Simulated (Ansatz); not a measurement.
## Quasi-harmonic thermodynamics of GaP (F-43m)

How much does GaP expand with temperature?

What experiment has found for this phase:
- volume expansion coefficient 15.9 1e-6/K, heat capacity C_P per formula unit 44.2 J/mol/K and bulk modulus 88.7 GPa near room temperature (given in “High-Throughput Prediction of Finite-Temperature Properties using the Quasi-Harmonic Approximation”, 2016, arXiv:1603.06924)

Calculated with Ansatz 0.2.0; DFT RPBE, scalar-relativistic, plane waves, PAW.

### Step 1. Starting point

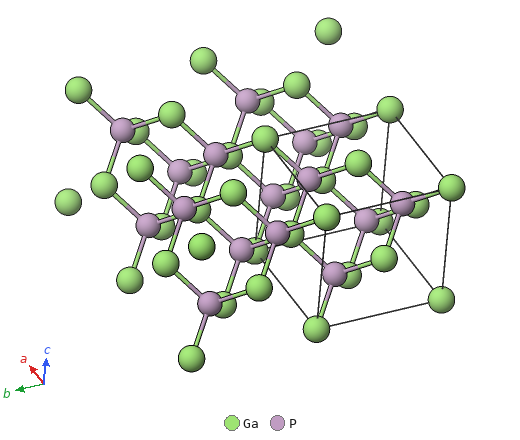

The cell as given, from a free direction (gallium green, phosphorus pink). 2×2×1 cells are drawn. This picture shows the conventional cell, with its axes. Bonds to atoms that aren't drawn are left out. Some periodic images of atoms are drawn too.

Coordinates:

```cif
data_structure
_symmetry_space_group_name_H-M 'F-43m'
_symmetry_Int_Tables_number 216
_cell_length_a 5.4505
_cell_length_b 5.4505
_cell_length_c 5.4505
_cell_angle_alpha 90.000
_cell_angle_beta 90.000
_cell_angle_gamma 90.000
_cell_volume 161.92
loop_
_atom_site_label
_atom_site_type_symbol
_atom_site_symmetry_multiplicity
_atom_site_Wyckoff_symbol
_atom_site_fract_x
_atom_site_fract_y
_atom_site_fract_z
_atom_site_occupancy
Ga1 Ga 4 a 0.00000 0.00000 0.00000 1
P1 P 4 d 0.25000 0.25000 0.75000 1
```

### Step 2. A first coarse run

Before spending time, one coarse run tells the gap and the pressure of the starting cell.

File input.yaml:

```yaml
crystal:
  lattice:
    - [0.0, 2.72525, 2.72525]
    - [2.72525, 0.0, 2.72525]
    - [2.72525, 2.72525, 0.0]
  atoms:
    - { symbol: Ga, position: [0.0, 0.0, 0.0] }
    - { symbol: P, position: [0.25, 0.25, 0.25] }
kpoints:
  mp_grid: { grid: [6, 6, 6] }
hamiltonian:
  xc: rpbe
scf:
  occupations: { method: gaussian, width: 0.1 }
output:
  forces: true
  stress: true
  eigenvalues: true
```

The run is started by

```console
ansatz run input.yaml --threads 4 --pin off --max-ram 8192MiB --backend cpu --events-out ev --progress --plain --runs-dir out
```

Numbers of over 12 decimals in the logs are rounded to 6 here.

The program printed:

```text
Engine: ansatz 0.2.0, aarch64-unknown-linux-gnu
Pseudopotentials: kind: paw
Pseudopotential: Ga, paw, valence charge 13, recommended cutoff 420 eV (normal), Ga.paw.azcp
Pseudopotential: P, paw, valence charge 5, recommended cutoff 420 eV (normal), P.paw.azcp
Functional definition: RPBE
  parameter kappa = 0.804
  parameter beta = 0.066725
  exchange = rpbe_x(kappa = kappa, mu = beta*pi^2/3)
  correlation = pbe_c(beta = beta)
Crystal: 2 atoms, lattice volume = 40.481 Å³
Basis set: ecut = 420 eV, 749 PW (Γ), exchange–correlation on 54×54×54 points (8 copies of the dense FFT grid, shifted against one another)
Bands: 13, of which v1, the nominal top of the filled ones, is band 9 counted from 1 (8 counted from 0)
Symmetry: 24 space group operations
Space group: F-43m (ITA 216), of the structure as read, at distance tolerance 3.4e-5 Å
k-points: 16 of 216 (time reversal used)
Non-local potential: Ga, projectors of the file, l = 0: 2, l = 1: 2, l = 2: 3, l = 3: 1
Non-local potential: P, projectors of the file, l = 0: 2, l = 1: 2, l = 2: 2
PAW form: soft (Blöchl's): semilocal exchange-correlation on the pseudo side does not see the compensation charge
PAW frozen core: Ga, regenerated for the run's functional, and the local potential with it (the file was generated under x = pbe(κ = 0.804, μ = 0.219515), c = pbe(β = 0.066725))
PAW frozen core: P, regenerated for the run's functional, and the local potential with it (the file was generated under x = pbe(κ = 0.804, μ = 0.219515), c = pbe(β = 0.066725))
PAW one-centre angular grid: Ga, 590 points (default); XC on 64 Gauss nodes
PAW one-centre angular grid: P, 110 points (default); XC on 64 Gauss nodes
Initial density: superposition of atomic densities (neutral atoms: chi_scale 0, normalization atom), corrected by the library's trained network
Initial wavefunctions: pseudopotential atomic-orbital guess
Functional: x = rpbe, c = pbe(β = 0.066725)
SCF iter   1: F=—  HF=-4548.359494 eV  |F-HF|=—  |Δ(HF+E_count)|=         —  Δρ=3.41e-3  dr2=1.79e-3  ethr=1.77e-3  ⟨swp⟩=5.9  Hψ=1329  notcnv=0
preconditioner: auto → none  [insulator: Δε(μ)=1.751 eV  Ē_g=15.571 eV  σ=0.100 eV  W_gap=1.00  n_scr=14 (ndim 8)  ℏωp=24.8 eV  f_vac=0.011  D(μ)=0.00/eV (n_scr^D=0)  ε∞_Penn≈3.5]
SCF iter   2: F=—  HF=-4548.358455 eV  |F-HF|=—  |Δ(HF+E_count)|=   1.04e-3  Δρ=1.35e-3  dr2=6.96e-4  ethr=9.93e-6  ⟨swp⟩=2.0  Hψ=485  notcnv=0
SCF iter   3: F=—  HF=-4548.358092 eV  |F-HF|=—  |Δ(HF+E_count)|=   3.64e-4  Δρ=5.88e-4  dr2=8.85e-5  ethr=3.87e-6  ⟨swp⟩=2.2  Hψ=329  notcnv=0
SCF iter   4: F=—  HF=-4548.358109 eV  |F-HF|=—  |Δ(HF+E_count)|=   1.75e-5  Δρ=1.86e-4  dr2=7.01e-6  ethr=4.92e-7  ⟨swp⟩=2.8  Hψ=368  notcnv=0
SCF iter   5: F=—  HF=-4548.358108 eV  |F-HF|=—  |Δ(HF+E_count)|=   7.08e-7  Δρ=5.74e-5  dr2=8.40e-7  ethr=3.89e-8  ⟨swp⟩=2.1  Hψ=349  notcnv=0
SCF iter   6: F=-4548.358109 eV  HF=-4548.358109 eV  |F-HF|=3.81e-8  |Δ(HF+E_count)|=   2.80e-7  Δρ=8.22e-6  dr2=2.72e-8  ethr=5.56e-10  ⟨swp⟩=4.8  Hψ=1201  notcnv=0
SCF 1 converged in 6 iterations: F = -4548.358109 eV  dr2 = 2.72e-8
  greatest PAW one-centre occupation: 0.994 electrons in one spin orbital (limit 2), on the Ga atom at site 0 (counted from 0), in its partial waves of l = 2
SCF converged after 6 iterations
Free energy (F): -4548.358109 eV
Harris-Foulkes:  -4548.358109 eV  (|F-HF|=3.81e-8)
Internal energy: -4548.358109 eV  (E = F + TS)
E sigma→0 (E₀):  -4548.358109 eV
Fermi energy:    8.065243 eV
--- Per-component energies (eV) ---
  E_band       = -56.000291
  E_kinetic    = 186.295514
  E_local      = -2199.949640  (includes V_loc(G=0)·N_el)
  E_nonlocal   = 458.091173
  E_hartree    = 1018.015256
  E_xc         = -130.927323
  E_vxc        = -118.815782  (∫ρ·V_xc dr)
  E_paw        = -2567.083426  (= ΣΔE_a)
  E_vpaw       = -417.652470  (= ΣTr[D̂ρ^β])
  E_aug_tail   = -0.000099  (compensation charges beyond the density's cutoff)
  E_ewald      = -1312.644944
  E_core_change = -0.154620  (= ΣΔE_core)
  E_smearing   = -0.000000  (= −TS)
  E_closure    = -0.000000  (closes the sum)
  Σ components = -4548.358109   (vs F -4548.358109, Δ=0.00e0)
--- Forces (eV/Å), atoms counted from 1 ---
  atom   1  Ga     0.00000000    -0.00000000    -0.00000000
  atom   2  P     -0.00000000    -0.00000000    -0.00000000
  max |Σ_I F_I| component: 5.55e-17 eV/Å
--- Stress (GPa, compression-positive) ---
        4.651873       0.000000      -0.000000
       -0.000000       4.651873       0.000000
       -0.000000       0.000000       4.651873
  P = ⅓ Tr σ = 4.6519 GPa (46.519 kbar)
--- Band table (eV; the first three rows and the last of 16) ---
  k-point 0: bands = [... 5 lower, -5.2791, 7.1874, 7.1874, 7.1874, 9.1448, 11.1057, 11.1057, 11.1057]
  k-point 1: bands = [... 5 lower, -4.9234, 4.8308, 6.8183, 6.8183, 9.6915, 11.6525, 11.6526, 12.2988]
  k-point 2: bands = [... 5 lower, -3.9790, 2.0172, 6.2835, 6.2835, 9.1809, 12.0313, 12.0313, 14.9113]
  k-point 15: bands = [... 5 lower, -2.2576, 0.6212, 3.8359, 3.9512, 10.7493, 10.8975, 14.8065, 14.8234]
```

Elapsed: 0.94 s, on 4 threads of Arm Neoverse V2, shared host; peak memory 0.28 GiB.

This step gave:

* pressure: 4.652 GPa
* gap on the k-mesh: 1.756 eV
* volume per atom: 20.24 Å³

The start is under 4.7 GPa at this level and looks like an insulator or semiconductor on this mesh.

### Step 3. Relaxation

Phonons are second derivatives about a minimum, so cell and atoms are relaxed first, inside the symmetry of the start.

input.yaml, the sections that differ from step 2:

```yaml
kpoints:
  mp_grid: { grid: [8, 8, 8] }
scf:
  occupations: { method: gaussian, width: 0.02 }
relax:
  adjacent_minimum: "off"
  f_tol: 0.005
  max_steps: 80
  cell: { stress_tol: 0.05 }
# crystal, hamiltonian, output: as in step 2
```

The program printed:

```text
[...]
Crystal: 2 atoms, lattice volume = 40.481 Å³
Basis set: ecut = 420 eV, 749 PW (Γ), exchange–correlation on 54×54×54 points (8 copies of the dense FFT grid, shifted against one another)
Bands: 13, of which v1, the nominal top of the filled ones, is band 9 counted from 1 (8 counted from 0)
Symmetry: 24 space group operations
[...]
k-points: 29 of 512 (time reversal used)
[...]
SCF iter   1: F=—  HF=-4548.372350 eV  |F-HF|=—  |Δ(HF+E_count)|=         —  Δρ=3.29e-3  dr2=1.80e-3  ethr=1.77e-3  ⟨swp⟩=6.6  Hψ=2562  notcnv=0
[...]
SCF iter   6: F=-4548.370860 eV  HF=-4548.370860 eV  |F-HF|=7.74e-8  |Δ(HF+E_count)|=   3.55e-7  Δρ=1.02e-5  dr2=3.06e-8  ethr=5.56e-10  ⟨swp⟩=4.7  Hψ=2139  notcnv=0
SCF 1 converged in 6 iterations: F = -4548.370860 eV  dr2 = 3.06e-8
[...]
relax step   1: F+E_penalty+E_count = -4548.37086029 eV  Δ(F+E_penalty+E_count) = +0.000e0 eV  max|allowed force component| = 2.498e-16 eV/Å  Δτ_max = 0.0000 Å  P = +4.620 GPa  Ω = 40.481 Å³  (6 SCF iters, dr2 threshold 1.00e-7 eV, accepted)
Crystal: 2 atoms, lattice volume = 42.061 Å³
Basis set: ecut = 420 eV, 869 PW (Γ), exchange–correlation on 54×54×54 points (8 copies of the dense FFT grid, shifted against one another)
[...]
iter 1 solved again at ethr=1.01e-5 eV; its pass at ethr=3.10e-3 eV (dr2=1.82e-3 eV) is discarded
[...]
SCF iter   6: F=-4548.399550 eV  HF=-4548.399550 eV  |F-HF|=6.21e-9  |Δ(HF+E_count)|=   9.44e-7  Δρ=1.94e-6  dr2=1.76e-9  ethr=1.11e-9  ⟨swp⟩=7.1  Hψ=1924  notcnv=0
SCF 2 converged in 6 iterations: F = -4548.399550 eV  dr2 = 1.76e-9
relax step   2: F+E_penalty+E_count = -4548.39954994 eV  Δ(F+E_penalty+E_count) = -2.869e-2 eV  max|allowed force component| = 8.789e-17 eV/Å  Δτ_max = 0.0000 Å  P = +1.392 GPa  Ω = 42.061 Å³  energy of the carried Pulay correction = -4.126e-4 eV  (6 SCF iters, dr2 threshold 2.00e-7 eV, accepted)
Crystal: 2 atoms, lattice volume = 42.780 Å³
[...]
SCF iter   5: F=-4548.402729 eV  HF=-4548.402729 eV  |F-HF|=1.37e-7  |Δ(HF+E_count)|=   2.67e-7  Δρ=1.24e-5  dr2=4.64e-8  ethr=1.11e-9  ⟨swp⟩=7.0  Hψ=2177  notcnv=0
SCF 3 converged in 5 iterations: F = -4548.402729 eV  dr2 = 4.64e-8
relax step   3: F+E_penalty+E_count = -4548.40272939 eV  Δ(F+E_penalty+E_count) = -3.179e-3 eV  max|allowed force component| = 6.939e-17 eV/Å  Δτ_max = 0.0000 Å  P = +0.125 GPa  Ω = 42.780 Å³  energy of the carried Pulay correction = -5.953e-4 eV  (5 SCF iters, dr2 threshold 2.00e-7 eV, accepted)
[...]
relax step   4: F+E_penalty+E_count = -4548.40274028 eV  Δ(F+E_penalty+E_count) = -1.089e-5 eV  max|allowed force component| = 3.007e-17 eV/Å  Δτ_max = 0.0000 Å  P = +0.002 GPa  Ω = 42.854 Å³  energy of the carried Pulay correction = -6.138e-4 eV  (4 SCF iters, dr2 threshold 3.89e-8 eV, accepted)
[...]
SCF iter   8: F=-4548.403378 eV  HF=-4548.403378 eV  |F-HF|=3.64e-12  |Δ(HF+E_count)|=  1.42e-10  Δρ=6.31e-8  dr2=3.60e-12  ethr=1.00e-12  ⟨swp⟩=7.0  Hψ=1987  notcnv=0
SCF 5 converged in 8 iterations: F = -4548.403378 eV  dr2 = 3.60e-12
relax step   5: F+E_penalty+E_count = -4548.40337758 eV  Δ(F+E_penalty+E_count) = -6.373e-4 eV  max|allowed force component| = 7.055e-17 eV/Å  Δτ_max = 0.0000 Å  P = +0.008 GPa  Ω = 42.854 Å³  stress off target by 8.14e-3 GPa  SCF on the basis re-selected at this cell (its energy is not comparable with the rows above)  (8 SCF iters)
basis re-selected at this cell: Δ(F+E_penalty+E_count) = -6.373e-4 eV, ΔP = +0.006 GPa vs the last step (what re-selecting the basis moved, of the pressure what is left beyond the Pulay correction that the steps carried, after the strain that the cell walked since its last selection, with what the two solves' SCF thresholds leave and, on support functions, any second-order correction that the steps lacked; it is no m [...]
SCF converged after 8 iterations
Free energy (F): -4548.403378 eV
[...]
Internal energy: -4548.403378 eV  (E = F + TS)
E sigma→0 (E₀):  -4548.403378 eV
Fermi energy:    7.230370 eV
[...]
--- Stress (GPa, compression-positive) ---
        0.008144      -0.000000      -0.000000
       -0.000000       0.008144       0.000000
       -0.000000       0.000000       0.008144
  P = ⅓ Tr σ = 0.0081 GPa (0.081 kbar)
--- Band table (eV; the first three rows and the last of 29) ---
  k-point 0: bands = [... 5 lower, -5.5663, 6.4837, 6.4837, 6.4837, 7.9767, 10.4182, 10.4182, 10.4182]
  k-point 1: bands = [... 5 lower, -5.3792, 4.8891, 6.2756, 6.2756, 8.7119, 10.7417, 10.7417, 10.9071]
  k-point 2: bands = [... 5 lower, -4.8501, 2.7645, 5.8766, 5.8766, 8.5351, 11.2297, 11.2297, 12.6530]
  k-point 28: bands = [... 5 lower, -2.7991, 0.2164, 3.1995, 3.3618, 11.1416, 11.2583, 12.4911, 12.7330]
--- Relaxed structure (4 steps of the walk, 4 accepted, 1 SCFs on fresh bases) ---
  F+E_penalty+E_count = -4548.40337758 eV   max|allowed force component| = 7.055e-17 eV/Å   (the final SCF, on the basis selected at the relaxed cell)
  cell:  # Å, volume = 42.8537 Å³
    - [0, 2.777491, 2.777491]
    - [2.777491, 0, 2.777491]
    - [2.777491, 2.777491, 0]
  atoms:
    - { symbol: Ga, position: [0, 0, 0] }
    - { symbol: P, position: [0.250000, 0.250000, 0.250000] }
```

The job ended after 3.2 s (4 threads; peak memory 0.33 GiB; 11 s of CPU time).

Step by step:

```
step  energy less that of the first step (eV)  largest force component (eV/Å)  pressure (GPa)  volume (Å³)
   1                                   0.0000                          0.0000            4.62        40.48
   2                                  -0.0287                          0.0000            1.39        42.06
   3                                  -0.0319                          0.0000            0.12        42.78
   4                                  -0.0319                          0.0000            0.00        42.85
  5*                                  -0.0325                          0.0000            0.01        42.85
```

Relaxation steps marked * repeat the geometry before them on a plane-wave basis chosen anew for their cell, so energy and pressure can jump there.

The run keeps the 24 symmetry operations that it works with, so distortions that break them were not tested.

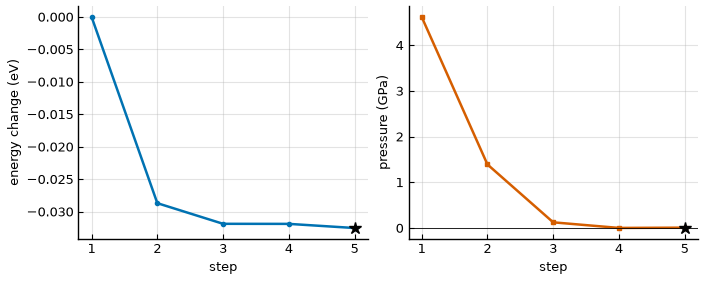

Energy and pressure along the relaxation. Stars mark steps on a basis chosen anew.

| conventional cell, symmetrised | before | after | change |
| --- | --- | --- | --- |
| a (Å) | 5.451 | 5.555 | +1.9 % |
| b (Å) | 5.451 | 5.555 | +1.9 % |
| c (Å) | 5.451 | 5.555 | +1.9 % |
| volume (Å³/atom) | 20.24 | 21.43 | +5.9 % |

The relaxed structure:

```xyz
2
Lattice="0.0000 2.7775 2.7775 2.7775 0.0000 2.7775 2.7775 2.7775 0.0000" Properties=species:S:1:pos:R:3 pbc="T T T"
Ga    0.0000    0.0000    0.0000
P     1.3887    1.3887    1.3887
```

Numbers from this step:

* pressure: 0.008144 GPa
* gap on the k-mesh: 1.493 eV
* volume per atom: 21.43 Å³

The relaxation ends with a pressure of 0.01 GPa.

### Step 4. Relaxing to small residual forces and stress

The relaxation is repeated with tighter thresholds on force and stress, since phonons are sensitive to what is left; a change of mesh or smearing in the input moves the cell too.

input.yaml, the sections that differ from step 3:

```yaml
crystal:
  lattice:
    - [0.0, 2.777491022, 2.777491022]
    - [2.777491022, 0.0, 2.777491022]
    - [2.777491022, 2.777491022, 0.0]
  atoms:
    - { symbol: Ga, position: [0.0, 0.0, 0.0] }
    - { symbol: P, position: [0.25, 0.25, 0.25] }
scf:
  occupations: { method: fixed }
relax:
  adjacent_minimum: "off"
  f_tol: 0.001
  max_steps: 60
  cell: { stress_tol: 0.01 }
# kpoints, hamiltonian, output: as in step 3
```

The program printed:

```text
[...]
Crystal: 2 atoms, lattice volume = 42.854 Å³
Basis set: ecut = 420 eV, 869 PW (Γ), exchange–correlation on 54×54×54 points (8 copies of the dense FFT grid, shifted against one another)
Bands: 13, of which v1, the nominal top of the filled ones, is band 9 counted from 1 (8 counted from 0)
Symmetry: 24 space group operations
[...]
k-points: 29 of 512 (time reversal used)
[...]
k-point 28: bands = [... 5 lower, -2.7991, 0.2164, 3.1995, 3.3618, 11.1416, 11.2583, 12.4911, 12.7330]
--- Relaxed structure (1 steps of the walk, 1 accepted, 1 SCFs on fresh bases) ---
[...]
cell:  # Å, volume = 42.8537 Å³
    - [0.0, 2.777491022, 2.777491022]
    - [2.777491022, 0.0, 2.777491022]
    - [2.777491022, 2.777491022, 0.0]
  atoms:
    - { symbol: Ga, position: [0.0, 0.0, 0.0] }
    - { symbol: P, position: [0.25, 0.25, 0.25] }
[key lines of the parts left out:]
SCF converged after 7 iterations
Free energy (F): -4548.403378 eV
Fermi energy:    6.483713 eV
P = ⅓ Tr σ = 0.0081 GPa (0.081 kbar)
```

The job ended after 1.4 s (4 threads; peak memory 0.33 GiB).

Little changed from the start: no atom moved by 0.005 Å and no cell edge by 0.1 %.

This step gave:

| Quantity | Value |
| --- | --- |
| pressure | 0.008147 GPa |

The residual pressure is 0.0081 GPa, small enough for phonons.

### Step 5. An input with a fault

This input was changed on purpose, to see how the program answers.

input.yaml, the sections that differ from step 4:

```yaml
scf:
  occupations: { method: fixed }
  max_iter: 100
output:
  eigenvalues: true
phonons:
  method: dfpt
  qmesh: [4, 4, 4]
  thermal_expansion: "~"
# crystal, kpoints, hamiltonian: as in step 4
# relax: removed
```

The program printed:

```text
Error: YAML parse error: error: line 21 column 22: expected mapping start
  --> <input>:21:22
   |
19 |   method: dfpt
20 |   qmesh: [4, 4, 4]
21 |   thermal_expansion: "~"
   |                      ^ expected mapping start
```

Wall time 0.02 s (4 threads); peak memory 0.022 GiB.

The program refused the input before any cycle.

The program's message: “Error: YAML parse error: error: line 21 column 22: expected mapping start
  --> <input>:21:22
   |
19 |   method: dfpt
20 |   qmesh: [4, 4, 4]
21 |   thermal_expansion: "~"
   |                      ^ …”

The fault put into the input: a string where a block is expected.

(Continued in part 2 of 2.)

[Logs are printed without paths, hosts, clocks, repeated set-up lines and the standing remarks that a program may print on its own settings, such as how far it seeks lower states.]

[Hosts, paths, dates, database ids (printed as entryN), source tags and the programs' standing remarks are cut or masked in the printed files.]

[A step with changed settings may run another functional than the one named; its input shows which.]
